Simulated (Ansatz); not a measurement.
# How the geometry moves the gap of NbInO4 (P2/c)

How far does the choice of cell move the gap? The case is NbInO4 (P2/c).

Method: r2SCAN, HSE06 and G0W0, plane waves, PAW, in Ansatz 0.2.0.

**Experimental background.**

- Gap 4.7 eV: direct gap from Elliott-Toyozawa fit; diffuse reflectance; 300 K; powder (“Accurate Determination of the Band-Gap Energy of the Rare-Earth Niobate Series”, 2024, arxiv:2401.13477).

Most raw output is cut from this account.

**1. Set-up**

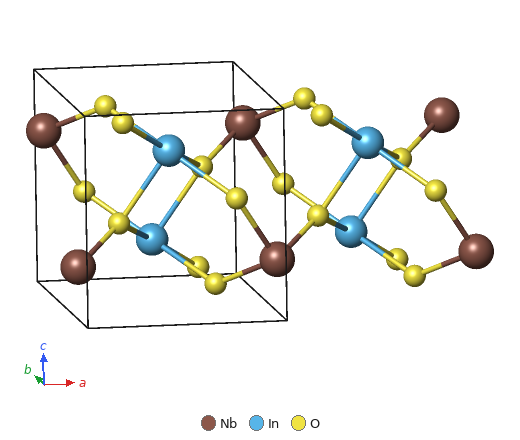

The cell as given, slightly off an axis (niobium brown, indium blue, oxygen yellow). 2×1×1 cells are drawn. Some periodic images of atoms are drawn too.

The cell and positions come from the Crystallography Open Database and are kept as given unless a step says otherwise. The default PAW set here is soft_2. Its files were made with PBE.

**2. r2SCAN bands at the given cell**

The cheap functional maps the bands first; the places of the edges decide which points the dearer methods must see.

This step: DFT, r2SCAN, plane waves, PAW.

The input, input.yaml:

```yaml
crystal:
  lattice:
    - [4.8355, 0.0, 0.0]
    - [0.0, 5.7709, 0.0]
    - [-0.1014445258, 0.0, 5.1429996119]
  atoms:
    - { symbol: Nb, position: [0.0, 0.1779, 0.25] }
    - { symbol: Nb, position: [0.0, 0.8221, 0.75] }
    - { symbol: In, position: [0.5, 0.6825, 0.25] }
    - { symbol: In, position: [0.5, 0.3175, 0.75] }
    - { symbol: O, position: [0.26, 0.618, 0.901] }
    - { symbol: O, position: [0.74, 0.618, 0.599] }
    - { symbol: O, position: [0.74, 0.382, 0.099] }
    - { symbol: O, position: [0.26, 0.382, 0.401] }
    - { symbol: O, position: [0.217, 0.898, 0.438] }
    - { symbol: O, position: [0.783, 0.898, 0.062] }
    - { symbol: O, position: [0.783, 0.102, 0.562] }
    - { symbol: O, position: [0.217, 0.102, 0.938] }
kpoints:
  mp_grid: { grid: [6, 4, 4] }
  band_path:
    path:
      - [0.0, 0.0, 0.0]
      - [0.0, 0.5, 0.0]
      - [0.0, 0.5, 0.5]
      - [0.0, 0.0, 0.5]
      - [0.0, 0.0, 0.0]
      - [-0.5, 0.0, 0.5]
      - [-0.5, 0.5, 0.5]
      - [0.0, 0.5, 0.0]
      - [-0.5, 0.5, 0.0]
      - [-0.5, 0.0, 0.0]
      - [0.0, 0.0, 0.0]
    npoints: 10
hamiltonian:
  xc: r2scan
scf:
  occupations: { method: fermi_dirac, width: 0.02 }
  n_extra_bands: 8
output:
  eigenvalues: true
  forces: true
  stress: true
```

Run with:

```console
ansatz run input.yaml --threads 24 --pin off --max-ram 82944MiB --backend cuda --events-out ev --progress --plain --runs-dir out --devices 1 --max-vram 78GiB
```

Wall time 2.7 s (1 × NVIDIA GB200 (shared by 2 runs) with 24 threads of Arm Neoverse V2, shared host); peak memory 1.1 GiB.

This step gave:

* pressure: 1.986 GPa
* filled bands: 50
* gap: 3.797 eV
* valence top at: k = (0.333, 0.000, -0.250)
* conduction bottom at: k = (0.167, 0.000, -0.500)
* least direct gap: 3.939 eV

The gap is indirect, with the least direct gap 0.14 eV higher.

**3. Relaxing cell and ions**

Gaps follow bond lengths, so the structure is brought to rest first.

input.yaml, the sections that differ from step 2:

```yaml
kpoints:
  mp_grid: { grid: [4, 4, 4] }
scf:
  occupations: { method: fermi_dirac, width: 0.02 }
relax:
  f_tol: 0.01
  max_steps: 60
  cell: {}
# crystal, hamiltonian: as in step 2
# output: removed
```

Elapsed: 3.1 s, on 1 × NVIDIA GB200 (shared by 2 runs) with 24 threads; peak memory 1.1 GiB; 11 s of CPU time.

Relaxation path:

```csv
step,energy less that of the first step (eV),largest force component (eV/Å),pressure (GPa),volume (Å³)
1,0.0000,0.1506,1.99,143.52
2,-0.0127,0.0616,-0.22,145.29
3,-0.0136,0.0277,-0.09,145.21
4,-0.0139,0.0099,0.02,145.14
5,-0.0149,0.0098,0.02,145.14
```

The log counts 1 steps on a newly chosen plane-wave basis, not all of them marked here; energy and pressure can jump at such steps.

The run keeps the 4 symmetry operations that it works with, so distortions that break them were not tested.

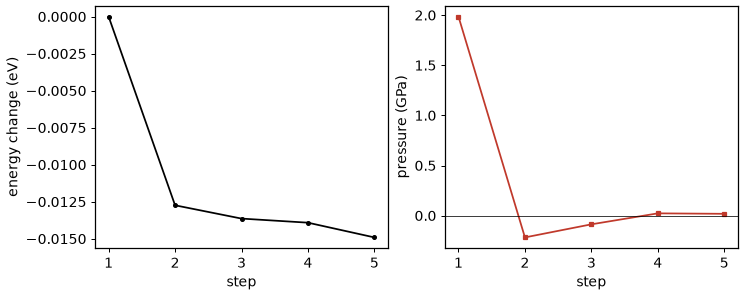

Energy and pressure along the relaxation.

| cell as run | before | after | change |
| --- | --- | --- | --- |
| a (Å) | 4.835 | 4.858 | +0.5 % |
| b (Å) | 5.771 | 5.797 | +0.5 % |
| c (Å) | 5.144 | 5.154 | +0.2 % |
| β (°) | 91.13 | 91.02 | -0.1 % |
| volume (Å³/atom) | 11.96 | 12.09 | +1.1 % |

The atoms that moved most (Å, as changes of fractional coordinates times the final cell):

```
atom      dx      dy      dz  length
  O9  -0.011  -0.004   0.002   0.012
 O10   0.011  -0.004  -0.002   0.012
 O12  -0.011   0.004   0.002   0.012
 O11   0.011   0.004  -0.002   0.012
 In3   0.000  -0.008   0.000   0.008
 In4   0.000   0.008   0.000   0.008
  O6   0.001   0.005  -0.001   0.006
  O5  -0.001   0.005   0.001   0.006
```

The relaxed structure:

```cif
data_structure
_symmetry_space_group_name_H-M 'P 1'
_symmetry_Int_Tables_number 1
_cell_length_a 4.8579
_cell_length_b 5.7973
_cell_length_c 5.1543
_cell_angle_alpha 90.000
_cell_angle_beta 91.018
_cell_angle_gamma 90.000
_cell_volume 145.14
loop_
_atom_site_label
_atom_site_type_symbol
_atom_site_fract_x
_atom_site_fract_y
_atom_site_fract_z
_atom_site_occupancy
Nb1 Nb 0.00000 0.17808 0.25000 1
Nb2 Nb 0.00000 0.82192 0.75000 1
In3 In 0.50000 0.68113 0.25000 1
In4 In 0.50000 0.31887 0.75000 1
O5 O 0.25975 0.61892 0.90122 1
O6 O 0.74025 0.61892 0.59878 1
O7 O 0.74025 0.38108 0.09878 1
O8 O 0.25975 0.38108 0.40122 1
O9 O 0.21484 0.89725 0.43835 1
O10 O 0.78516 0.89725 0.06165 1
O11 O 0.78516 0.10275 0.56165 1
O12 O 0.21484 0.10275 0.93835 1
```

**4. r2SCAN at the relaxed cell**

The input, input.yaml:

```yaml
crystal:
  lattice:
    - [4.8579023542, 0.0, 0.0048639006]
    - [0.0, 5.7973336394, 0.0]
    - [-0.0967413011, 0.0, 5.1533719563]
  atoms:
    - { symbol: Nb, position: [0.0, 0.178083501, 0.25] }
    - { symbol: Nb, position: [0.0, 0.821916499, 0.75] }
    - { symbol: In, position: [0.5, 0.681130875, 0.25] }
    - { symbol: In, position: [0.5, 0.318869125, 0.75] }
    - { symbol: O, position: [0.2597479426, 0.6189177586, 0.9012214787] }
    - { symbol: O, position: [0.7402520574, 0.6189177586, 0.5987785213] }
    - { symbol: O, position: [0.7402520574, 0.3810822414, 0.0987785213] }
    - { symbol: O, position: [0.2597479426, 0.3810822414, 0.4012214787] }
    - { symbol: O, position: [0.2148441867, 0.8972505646, 0.4383493977] }
    - { symbol: O, position: [0.7851558133, 0.8972505646, 0.0616506023] }
    - { symbol: O, position: [0.7851558133, 0.1027494354, 0.5616506023] }
    - { symbol: O, position: [0.2148441867, 0.1027494354, 0.9383493977] }
kpoints:
  mp_grid: { grid: [6, 4, 4] }
  band_path:
    path:
      - [0.0, 0.0, 0.0]
      - [0.0, 0.5, 0.0]
      - [0.0, 0.5, 0.5]
      - [0.0, 0.0, 0.5]
      - [0.0, 0.0, 0.0]
      - [-0.5, 0.0, 0.5]
      - [-0.5, 0.5, 0.5]
      - [0.0, 0.5, 0.0]
      - [-0.5, 0.5, 0.0]
      - [-0.5, 0.0, 0.0]
      - [0.0, 0.0, 0.0]
    npoints: 10
hamiltonian:
  xc: r2scan
scf:
  occupations: { method: fermi_dirac, width: 0.02 }
  n_extra_bands: 8
output:
  eigenvalues: true
  forces: true
  stress: true
```

Elapsed: 1.8 s, on 1 × NVIDIA GB200 (shared by 2 runs) with 24 threads; peak memory 1.1 GiB; 5.9 s of CPU time.

Numbers from this step:

| Quantity | Value |
| --- | --- |
| pressure | 0.01849 GPa |
| gap | 3.769 eV |
| valence top at | k = (0.333, 0.000, -0.250) |
| conduction bottom at | k = (0.167, 0.000, -0.500) |
| least direct gap | 3.889 eV |

The gap is indirect, with the least direct gap 0.12 eV higher.

**5. HSE06 at the relaxed cell**

The screened hybrid is the usual rung above semilocal functionals: a quarter of exact exchange, cut off beyond a few ångström.

This step: DFT, HSE06, plane waves, PAW.

Edit input.yaml of step 4 so:

```diff
@@ -19,3 +19,3 @@
 kpoints:
-  mp_grid: { grid: [6, 4, 4] }
+  mp_grid: { grid: [4, 4, 4] }
   band_path:
@@ -26,14 +26,13 @@
       - [0.0, 0.0, 0.5]
-      - [0.0, 0.0, 0.0]
       - [-0.5, 0.0, 0.5]
       - [-0.5, 0.5, 0.5]
-      - [0.0, 0.5, 0.0]
       - [-0.5, 0.5, 0.0]
       - [-0.5, 0.0, 0.0]
-      - [0.0, 0.0, 0.0]
-    npoints: 10
+      - [0.3333333333, 0.0, -0.25]
+      - [0.1666666667, 0.0, -0.5]
+    npoints: 1
 hamiltonian:
-  xc: r2scan
+  xc: hse06
 scf:
-  occupations: { method: fermi_dirac, width: 0.02 }
+  occupations: { method: fixed }
   n_extra_bands: 8
@@ -41,3 +40 @@
   eigenvalues: true
-  forces: true
-  stress: true
```

Wall time 13 s (1 × NVIDIA GB200 (shared by 2 runs) with 24 threads); peak memory 1.9 GiB; 2 min of CPU time.

Numbers from this step:

```
gap                  : 4.808 eV
valence top at       : k = (0.333, 0.000, -0.250)
conduction bottom at : k = (0.167, 0.000, -0.500)
least direct gap     : 4.943 eV
```

The gap stands +1.04 eV against r2SCAN.

**6. G0W0 at the relaxed cell**

Now the one-shot GW correction: screening in the RPA, then the self-energy of the levels asked for.

This step: G0W0 on r2SCAN, plane waves, PAW.

Edit input.yaml of step 5 so:

```diff
@@ -19,22 +19,12 @@
 kpoints:
-  mp_grid: { grid: [4, 4, 4] }
-  band_path:
-    path:
-      - [0.0, 0.0, 0.0]
-      - [0.0, 0.5, 0.0]
-      - [0.0, 0.5, 0.5]
-      - [0.0, 0.0, 0.5]
-      - [-0.5, 0.0, 0.5]
-      - [-0.5, 0.5, 0.5]
-      - [-0.5, 0.5, 0.0]
-      - [-0.5, 0.0, 0.0]
-      - [0.3333333333, 0.0, -0.25]
-      - [0.1666666667, 0.0, -0.5]
-    npoints: 1
+  mp_grid: { grid: [4, 2, 4] }
 hamiltonian:
-  xc: hse06
+  xc: r2scan
 scf:
   occupations: { method: fixed }
-  n_extra_bands: 8
-output:
-  eigenvalues: true
+gw:
+  n_empty_bands: 309
+  ecut_chi: 96
+  qp_bands: [v4, c4]
+  qp_kpoints: band_edges
+  screening: { model: contour_deformation }
```

The job ended after 9.6 s (1 × NVIDIA GB200 (shared by 2 runs) with 24 threads; peak memory 2.6 GiB).

This step gave:

```
bands summed                                 : 359
RPA ε∞ on this mesh (eigenvalues)            : 4.433, 4.551, 4.792
plane waves in the screening matrix          : 299
G0W0 gap on the mesh                         : 4.863 eV
k of the valence top                         : 0.25, 0, -0.25
k of the conduction bottom                   : 0.25, 0, -0.5
starting gap on the mesh                     : 3.818 eV
least direct G0W0 gap on the computed points : 4.944 eV
```

The gap on the mesh goes from 3.82 eV to 4.86 eV, a correction of +1.04 eV. Between the two edge states, bare exchange in place of the xc potential would open the gap by 10.34 eV, and correlation takes back 9.29 eV. The start differs from the 3.77 eV found before because this mesh misses an edge.

**7. G0W0 at the given cell**

The input, input.yaml:

```yaml
crystal:
  lattice:
    - [4.8355, 0.0, 0.0]
    - [0.0, 5.7709, 0.0]
    - [-0.1014445258, 0.0, 5.1429996119]
  atoms:
    - { symbol: Nb, position: [0.0, 0.1779, 0.25] }
    - { symbol: Nb, position: [0.0, 0.8221, 0.75] }
    - { symbol: In, position: [0.5, 0.6825, 0.25] }
    - { symbol: In, position: [0.5, 0.3175, 0.75] }
    - { symbol: O, position: [0.26, 0.618, 0.901] }
    - { symbol: O, position: [0.74, 0.618, 0.599] }
    - { symbol: O, position: [0.74, 0.382, 0.099] }
    - { symbol: O, position: [0.26, 0.382, 0.401] }
    - { symbol: O, position: [0.217, 0.898, 0.438] }
    - { symbol: O, position: [0.783, 0.898, 0.062] }
    - { symbol: O, position: [0.783, 0.102, 0.562] }
    - { symbol: O, position: [0.217, 0.102, 0.938] }
kpoints:
  mp_grid: { grid: [4, 2, 4] }
hamiltonian:
  xc: r2scan
scf:
  occupations: { method: fixed }
gw:
  n_empty_bands: 306
  ecut_chi: 96
  qp_bands: [v4, c4]
  qp_kpoints: band_edges
  screening: { model: contour_deformation }
```

The job ended after 11 s (1 × NVIDIA GB200 (shared by 2 runs) with 24 threads; peak memory 2.6 GiB; 48 s of CPU time).

Numbers from this step:

| Property | Result |
| --- | --- |
| bands summed | 356 |
| RPA ε∞ on this mesh (eigenvalues) | 4.447, 4.540, 4.792 |
| plane waves in the screening matrix | 295 |
| G0W0 gap on the mesh | 4.905 eV |
| k of the valence top | 0.25, 0, -0.25 |
| k of the conduction bottom | 0.25, 0, -0.5 |
| starting gap on the mesh | 3.846 eV |
| least direct G0W0 gap on the computed points | 5.012 eV |

The gap on the mesh goes from 3.85 eV to 4.90 eV, a correction of +1.06 eV. Between the two edge states, bare exchange in place of the xc potential would open the gap by 10.37 eV, and correlation takes back 9.31 eV. The start differs from the 3.80 eV found before because this mesh misses an edge.

**8. Together**

G0W0 rows are gaps on the mesh, lowered by the amount that the mesh misses the start's edges, a rough step that assumes the same correction there.

| level | given cell (eV) | relaxed cell (eV) | change (eV) |
| --- | --- | --- | --- |
| r2SCAN | 3.80 | 3.77 | −0.03 |
| HSE06 | - | 4.81 | - |
| G0W0@r2SCAN | 4.86 | 4.81 | −0.04 |

**9. Results**

```json
{"volume change": "+1.1 %", "r2SCAN, given cell": "3.80 eV", "r2SCAN, relaxed cell": "3.77 eV", "HSE06, relaxed cell": "4.81 eV", "G0W0@r2SCAN, relaxed cell": "4.81 eV", "G0W0@r2SCAN, given cell": "4.86 eV", "known limits": "not at the basis limit; no spin-orbit coupling; coarse k mesh"}
```

In words: Relaxation changes the volume by +1.1 % and the gap by −0.03 eV (r2SCAN) and −0.04 eV (G0W0@r2SCAN). Bands and cutoff are finite, so the gap is not at the basis limit. The miss can reach some tenths of an eV and take either sign; the mesh is an error of its own. The 4×2×4 mesh is coarse for this cell (its supercell is 12 Å along the shortest edge). The RPA ε∞ on it, from the r2SCAN start, is 4.45, 4.54 and 4.79; such meshes misread the long-range screening, most where the gap is narrow. The many-body steps are scalar-relativistic: spin-orbit coupling is not in them.

[Paths, hosts, dates, memory and timing lines, banners, echoed tables and standing remarks are left out of the program output.]

[Logs are printed without paths, hosts, clocks, repeated set-up lines and the standing remarks that a program may print on its own settings, such as how far it seeks lower states.]

[Runs of the session that timed out or met a known fault of the program may be left out.]

[Cells called generated may have been cut or substituted from an entry of the Crystallography Open Database or the Materials Project.]

[Hosts, paths, dates, database ids (printed as entryN), source tags and the programs' standing remarks are cut or masked in the printed files.]
